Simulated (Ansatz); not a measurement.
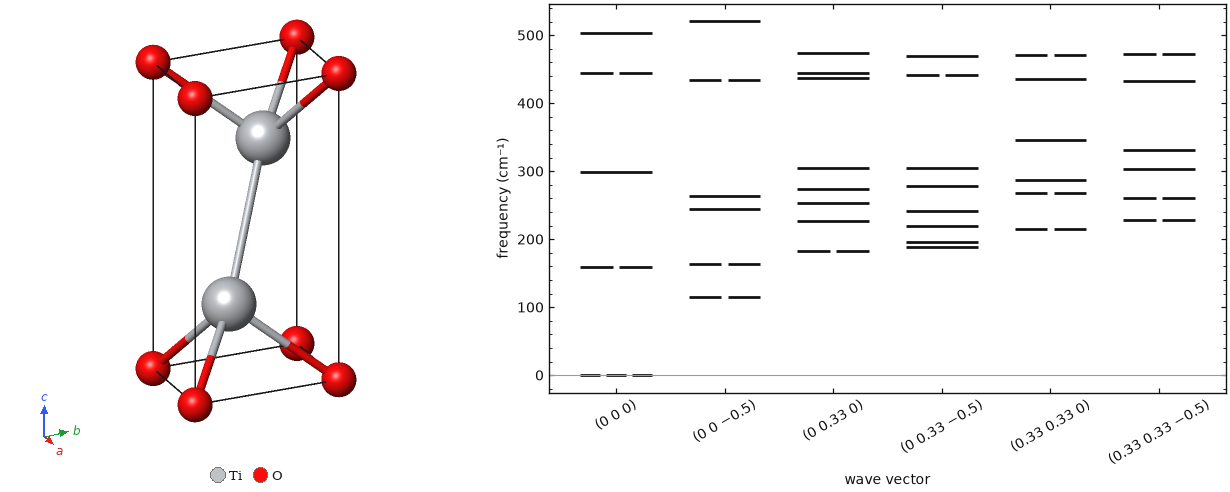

Computed with Ansatz 0.2.0: harmonic phonon frequencies at the irreducible points of a q mesh with atoms at rest in the given cell, q in fractions of the reciprocal cell vectors, no long-range term at q = 0, imaginary frequencies are negative, the first points where there are many; plane waves with PAW datasets. Level: PBEsol, no spin polarisation.

wave cutoff 420 eV; k mesh 18×18×10; occupations Fermi–Dirac; smearing width 0.15 eV; pressure 0 GPa; phonon method linear response; q mesh 3×3×2.

Structure:
```xyz
3
Lattice="2.9533 0.0000 0.0000 -1.4767 2.5576 0.0000 0.0000 0.0000 4.7292" Properties=species:S:1:pos:R:3 pbc="T T T"
Ti    1.4767    0.8525    1.2395
Ti    0.0000    1.7051    3.4897
O     0.0000    0.0000    0.0000
```

Caption: Phonon frequencies at several wave vectors (in fractions of the reciprocal vectors of the given cell) for Ti₂O, space group P-3m1 (No. 164). Imaginary frequencies are drawn as negative. The cell is drawn beside the plot.

No frequency is imaginary, so the structure is stable to these displacements at the wave vectors computed. The highest mode among the wave vectors computed lies at 520.3 cm⁻¹, at (0 0 −0.5).

Limits of the calculation: levels loosely converged; metal sensitive to the k mesh; no spin polarisation, a magnetic state may lie lower; phonon interpolation lacks quadrupole term.
